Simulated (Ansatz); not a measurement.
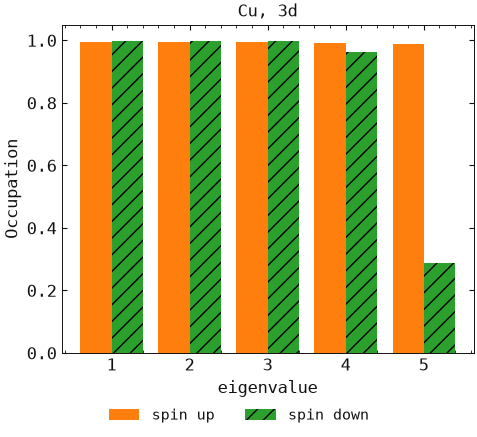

Eigenvalues of the local occupation matrix of the d shell (Löwdin-orthogonalised atomic projectors).

System: CuO, space group P4_2/mmc (No. 131), 8 atoms in the cell, PtS type.

```xyz
8
Lattice="3.4221 0.0000 4.2605 0.0000 3.4221 4.2605 0.0000 0.0000 8.5209" Properties=species:S:1:pos:R:3 pbc="T T T"
Cu    0.0000    1.7110    8.5209
Cu    1.7110    0.0000    2.1302
O     0.0000    0.0000    1.0651
O     0.0000    0.0000    3.1953
Cu    0.0000    1.7110    4.2605
Cu    1.7110    0.0000    6.3907
O     0.0000    0.0000    5.3256
O     0.0000    0.0000    7.4558
```

Computed with Ansatz: DFT LDA+U, scalar-relativistic, plane waves, PAW, Ueff = 8 eV on Cu atom 1 d; Ueff = 8 eV on Cu atom 2 d; Ueff = 8 eV on Cu atom 5 d; Ueff = 8 eV on Cu atom 6 d, spin-polarised, 6×6×6 k mesh.

> How many states of the shell are filled, counting eigenvalues over 0.6?

Counting eigenvalues over 0.6 as filled, Cu has 9 filled d states (d⁹), 5 up and 4 down; the eigenvalues sum to 9.2. The small eigenvalues come from mixing with neighbours' orbitals.

Start of the run: site moments held. Such runs often end in metastable states, so this need not be the lowest one. Moments were held by a constraint, so this isn't a free state. The cell is at −9 GPa in this functional.
